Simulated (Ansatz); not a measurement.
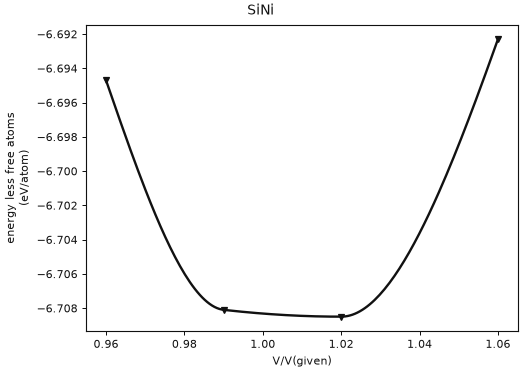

The picture above shows the energy less free atoms against V/V(given) for SiNi, space group Pmmn (No. 59).

Starting cell:
```cif
data_structure
_symmetry_space_group_name_H-M 'P 1'
_symmetry_Int_Tables_number 1
_cell_length_a 3.0266
_cell_length_b 3.2735
_cell_length_c 4.6978
_cell_angle_alpha 90.000
_cell_angle_beta 90.000
_cell_angle_gamma 90.000
_cell_volume 46.54
loop_
_atom_site_label
_atom_site_type_symbol
_atom_site_fract_x
_atom_site_fract_y
_atom_site_fract_z
_atom_site_occupancy
Si1 Si 0.50000 0.50000 0.84230 1
Si2 Si 0.00000 0.00000 0.15770 1
Ni1 Ni 0.50000 0.50000 0.34420 1
Ni2 Ni 0.00000 0.00000 0.65580 1
```

Calculation (Ansatz 0.2.0): periodic Kohn-Sham DFT of a crystal at fixed atoms, scaled to the stated factor times the given cell; pressure positive in compression, energy less spherical unpolarised free atoms. Level: PBE, collinear spin. The state reached is without moments.

```json
{"setting": "method", "value": "all-electron LAPW"}
{"setting": "relativity", "value": "scalar"}
{"setting": "k mesh", "value": "11×10×7"}
{"setting": "occupations", "value": "Fermi–Dirac"}
{"setting": "smearing width", "value": "0.05 eV"}
{"setting": "basis error target", "value": "1 (meV/atom)"}
{"setting": "nucleus", "value": "Gaussian"}
```

V(given) is 11.64 Å³/atom.

From this curve and the settings, what does the calculation give for the pressure at the same points?

The pressure falls from 9.4 GPa at V/V(given) 0.96 to −8.4 GPa at 1.06, and changes sign near 1.01.

```tsv
V/V(given)	pressure (GPa)
0.96	9.4
0.99	3.0
1.02	-2.5
1.06	-8.4
```

Keep in mind: run without spin, though Ni often carries a moment; shape and atomic fractions are frozen while scaling, which makes layered, chain and framework solids too stiff.
